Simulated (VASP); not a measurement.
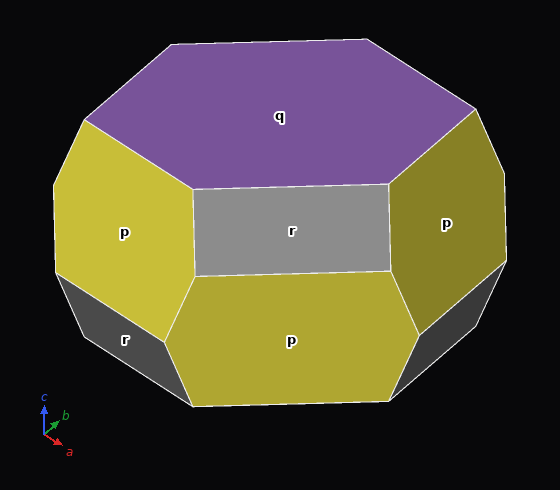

Crystal habit computed by the BFDH rule (growth rate of a face proportional to 1/d, systematic absences taken into account). This is a geometric estimate, not an energy calculation. Faces of one form share a colour. Cell of BN: space group R3m (No. 160), a = 2.502 Å, b = 2.502 Å, c = 10.119 Å, α = 90.00°, β = 90.00°, γ = 120.00°. Origin: a cell listed in the Materials Project, as set up for an electronic-structure calculation. Forms under 0.4 % of the area are left out. Forms are taken in the Laue class: a face and its opposite count as one form.

Give the Miller indices of each colour.

yellow (p): {101} (d = 2.12 Å, 42 % of the area); purple (q): {003} (d = 3.37 Å, 38 % of the area); grey (r): {012} (d = 1.99 Å, 20 % of the area).
